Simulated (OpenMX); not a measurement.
## A series of single points on Os

System: Os (P6₃/mmc, 2 atoms in the cell).
Method: Kohn-Sham DFT of a periodic cell, PBE, OpenMX 2013 PBE set, no spin polarisation (OpenMX 3.8.5).

The 7 runs differ only in the geometry, by an even scaling of the cell at fixed fractional positions. The structure derives from an entry of the Crystallography Open Database.

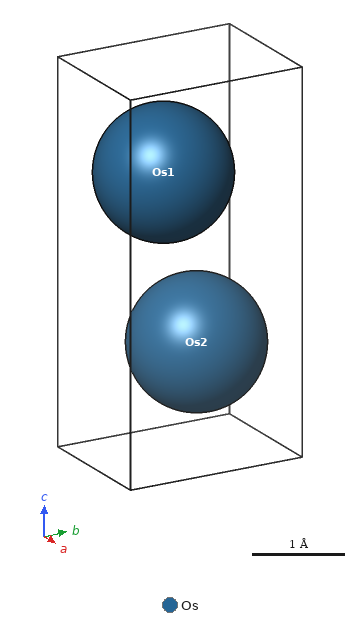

Figure 1. The structure of run 4 (spheres-only view of the cell of the calculation, seen slightly off an axis; atoms are numbered from 1 in the order of the input). An atom can appear more than once, as a periodic image.

### Input of run 4
```
System.CurrrentDirectory             ./
System.Name                          Os
DATA.PATH                            ./DFT_DATA13
level.of.stdout                      1
level.of.fileout                     0
Species.Number                       1
<Definition.of.Atomic.Species
  Os  Os7.0-s3p2d2           Os_PBE13
Definition.of.Atomic.Species>

Atoms.Number                         2
Atoms.SpeciesAndCoordinates.Unit     FRAC
<Atoms.SpeciesAndCoordinates
    1  Os    0.6666666667    0.3333333333    0.7500000000   7.000  7.000
    2  Os    0.3333333333    0.6666666667    0.2500000000   7.000  7.000
Atoms.SpeciesAndCoordinates>

Atoms.UnitVectors.Unit               Ang
<Atoms.UnitVectors
     2.7341000000    0.0000000000    0.0000000000
    -1.3670500000    2.3678000565    0.0000000000
     0.0000000000    0.0000000000    4.3197000000
Atoms.UnitVectors>

scf.XcType                           GGA-PBE
scf.SpinPolarization                 off
scf.ElectronicTemperature            580.226
scf.energycutoff                     400.0
scf.maxIter                          100
scf.EigenvalueSolver                 band
scf.Kgrid                            11 11 7
scf.Mixing.Type                      rmm-diisk
scf.Init.Mixing.Weight               0.05
scf.Min.Mixing.Weight                0.001
scf.Max.Mixing.Weight                0.3
scf.Mixing.History                   25
scf.Mixing.StartPulay                8
scf.criterion                        1.0e-8
scf.stress.tensor                    on
MD.Type                              nomd
Band.dispersion                      on
Band.Nkpath                          9
<Band.kpath
    8   0.000000  0.000000  0.000000    0.500000  0.000000  0.000000  G M
    5   0.500000  0.000000  0.000000    0.333333  0.333333  0.000000  M K
   10   0.333333  0.333333  0.000000    0.000000  0.000000  0.000000  K G
    5   0.000000  0.000000  0.000000    0.000000  0.000000  0.500000  G A
    8   0.000000  0.000000  0.500000    0.500000  0.000000  0.500000  A L
    5   0.500000  0.000000  0.500000    0.333333  0.333333  0.500000  L H
   10   0.333333  0.333333  0.500000    0.000000  0.000000  0.500000  H A
    5   0.500000  0.000000  0.500000    0.500000  0.000000  0.000000  L M
    5   0.333333  0.333333  0.000000    0.333333  0.333333  0.500000  K H
Band.kpath>
```

Command:
```bash
openmx Os.dat -nt 1 > Os.std
```

Lattice vectors (Å) and fractional positions of run 4:
```
   2.734100    0.000000    0.000000
  -1.367050    2.367800    0.000000
   0.000000    0.000000    4.319700
Os  0.666667  0.333333  0.750000
Os  0.333333  0.666667  0.250000
```

Run 3 has the same physical settings and fractional positions; its lattice vectors (Å) are:
```
   2.715750    0.000000    0.000000
  -1.357875    2.351908    0.000000
   0.000000    0.000000    4.290708
```

### Results, with one run withheld

```tsv
run	volume per atom (Å³)	free energy per atom, from the lowest run given (meV)
1	13.143	198.04
2	13.423	122.24
3	13.703	?
4	13.982	28.54
5	14.262	7.11
6	14.542	0.00
7	14.821	5.82
```

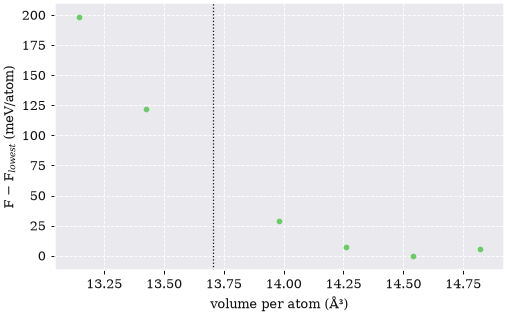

Figure 2. Free energy per atom of the runs given; the dotted line marks run 3.

Estimate the energy of run 3 from the others.

A cubic polynomial in V^(−2/3) (the Birch–Murnaghan form), fitted to the 6 runs given, misses them by at most 0.14 meV per atom. With x = V^(−2/3) − 0.17209 Å⁻², it reads F = 26.046 + 12194 x + 1.4341e+06 x² + 2.4054e+06 x³ (meV per atom). At run 3 it gives 66.34 meV per atom, and the run itself gives 66.34. The fit has its minimum at 14.549 Å³ per atom, where V d²F/dV² gives 387 GPa. Cell shape and fractional positions are held, so this is the stiffness under even scaling; the relaxed bulk modulus wasn't computed.

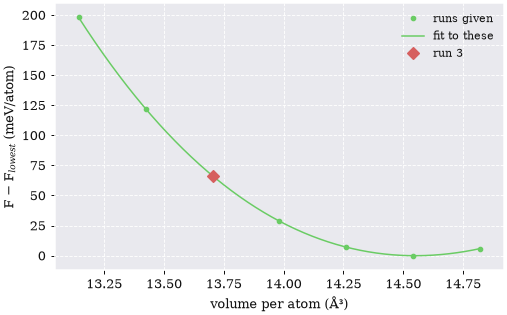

Figure 3. The fit and the withheld run.

### Some lines of the output (run 3)
```
[...]
  Cell_Volume =    184.942017483135 (Bohr^3)
        Total energy (Hartree) at MD = 1
   kloop=0
   kloop=1
   kloop=423
```

Notes: Spin–orbit coupling is left out, which matters for Os. With a small basis of atomic orbitals these values can differ much from converged plane-wave results.
